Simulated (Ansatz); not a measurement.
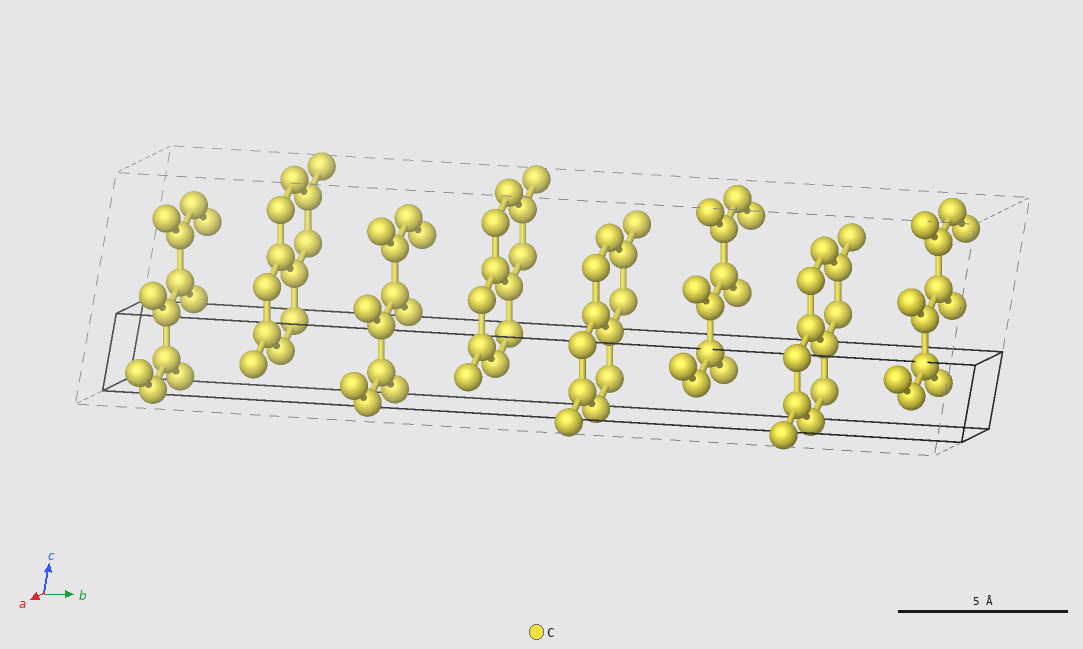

Crystal structure, ball-and-stick style, seen slightly off an axis. Shown are 2×1×3 repeats of the conventional unit cell, one of them outlined in solid lines. Cell: a = 2.445 Å, b = 26.941 Å, c = 2.445 Å, α = 90.00°, β = 119.97°, γ = 90.00°.

The element is carbon. The lattice is base-centred monoclinic and the space group C2/c (No. 15). The cell holds 16 atoms. C is coordinated by three C in a trigonal planar arrangement at about 1.4 Å. The bonds build C layers parallel to (010).

The initial geometry was a structure listed in the Materials Project. The cell was then strained or its atoms displaced on purpose. A calculation with Ansatz used it as input.
